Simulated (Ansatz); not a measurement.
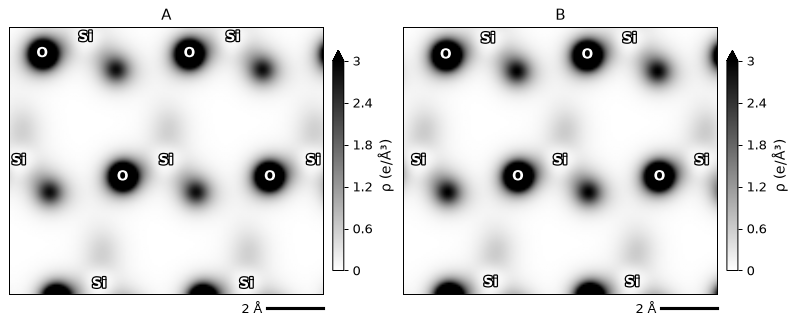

SiO$_{2}$. The valence pseudo-density of two cells that differ in size and shape, on the (100) plane of each (indices in the axes of the calculation cell), at one length scale and on one colour scale; one has 14.5 and the other 15.7 Å³ an atom.

Space group I-42d.

These are results of DFT r2SCAN, scalar-relativistic, plane waves, PAW (Ansatz 0.2.0), not measurements.

Question: Which is the denser cell? Describe the effect of the change.

Answer: Panel B is the smaller cell, by 7 % in volume. From the larger cell to the smaller, Si–O goes from 1.64 to 1.60 Å, and the density at its midpoint from 1.2 to 1.3 e/Å³; the pressure goes from −8 to 4.4 GPa; the Kohn–Sham gap goes from 6.2 eV to 6.7 eV.
